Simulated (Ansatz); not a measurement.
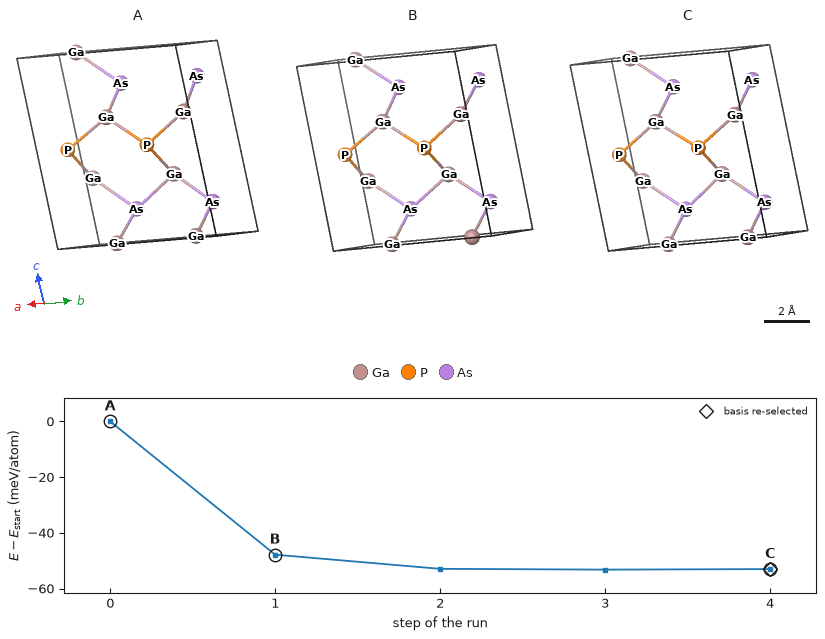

Frames of a relaxation of a crystal of Ga3As2P (a generated structure, set up in P1) (coarse preliminary run), marked on the history of the run. A ball-and-stick model of the cell of the calculation, seen from a free direction.

The calculation used DFT PBE, scalar-relativistic, plane waves, PAW in Ansatz.

Input file:
```yaml
crystal:
  lattice:
    - [0.000855392, -4.0660491012, 0.0766439563]
    - [8.0670890557, -0.001710784, -0.0306902124]
    - [-2.0497979488, 1.8706355932, 8.6441888135]
  atoms:
    - { symbol: Ga, position: [0.8159298452, 0.4272674683, 0.6577604279] }
    - { symbol: Ga, position: [0.8180302965, 0.9134266349, 0.6541560758] }
    - { symbol: Ga, position: [0.5108154525, 0.2449240341, 0.0022985094] }
    - { symbol: Ga, position: [0.5057852769, 0.7429776103, 0.0065469497] }
    - { symbol: Ga, position: [0.1644311249, 0.0901254418, 0.345671321] }
    - { symbol: Ga, position: [0.1657915183, 0.5974102607, 0.3329840421] }
    - { symbol: P, position: [0.7346837231, 0.1242045772, 0.5062986949] }
    - { symbol: P, position: [0.7654795775, 0.6288488078, 0.4987802162] }
    - { symbol: As, position: [0.4151656628, 0.4575020549, 0.8247907838] }
    - { symbol: As, position: [0.4371474826, 0.9431873885, 0.8298909819] }
    - { symbol: As, position: [0.0799433127, 0.2984747021, 0.1682258834] }
    - { symbol: As, position: [0.086796727, 0.7816510193, 0.1725961139] }
basis:
  ecutwfc: 420
kpoints:
  mp_grid: { grid: [4, 2, 4] }
hamiltonian:
  xc: pbe
scf:
  occupations: { method: gaussian, width: 0.1 }
  lower_state_search: "off"
output:
  forces: true
  stress: true
  eigenvalues: true
relax:
  adjacent_minimum: "off"
  f_tol: 0.025
  max_steps: 60
  cell: { stress_tol: 0.25 }
```

Launched with:
```bash
ansatz run input.yaml --threads 1 --pin off --max-ram 2560MiB --backend cpu --events-out ev --progress --plain --runs-dir out
```

Q: What happens along the run?

A: As10 moves most relative to the cell: 0.15 Å along [−3 2 0]. By element the largest moves are As 0.15 Å, Ga 0.13 Å, P 0.09 Å. Cell: a 4.067 → 4.028 Å (−0.9 %), b 8.067 → 8.055 Å (−0.1 %), c 9.079 → 8.876 Å (−2.2 %), α 103.3° → 103.1°, β 100.8° → 103.1°. Volume −4.1 %. Some distances before and after: Ga2–As10 2.694 → 2.474 Å, Ga6–As12 2.291 → 2.473 Å, Ga6–P8 2.593 → 2.415 Å, Ga1–As9 2.596 → 2.474 Å. Bond angles that change, for instance: Ga2–As10–Ga4 115.9° → 109.7°, As9–Ga4–As10 103.0° → 109.0°, Ga1–P8–Ga6 113.5° → 107.8°. The space group (tolerance 0.01 Å) goes from P1 (No. 1) to I-4m2 (No. 119). After 3 accepted moves (4 points after the start) the energy has fallen by 53.0 meV per atom. Largest force component: 1.9 eV/Å at the start, 0.0052 eV/Å at the end. Pressure: −1.69 GPa at the start and 0.02 GPa at the end. At 1 point the geometry stayed and the basis and grid were re-selected for the new cell (energy shift of 0.2 meV per atom at most each time). From step 0 to 1: As10 moves most (0.17 Å), volume −4.7 %, energy −47.8 meV per atom. From step 1 to 4: Ga6 moves most (0.07 Å), volume +0.6 %, energy −5.2 meV per atom.

| step | E − E(0), meV/atom | largest force component, eV/Å | pressure, GPa | volume, Å³/atom | note |
| --- | --- | --- | --- | --- | --- |
| 0 | 0.00 | 1.8895 | -1.69 | 23.703 |  |
| 1 | -47.83 | 0.4245 | 0.48 | 22.593 |  |
| 2 | -52.91 | 0.1093 | 0.12 | 22.698 |  |
| 3 | -53.19 | 0.0052 | 0.03 | 22.733 |  |
| 4 | -53.00 | 0.0052 | 0.02 | 22.733 | same geometry, new basis |
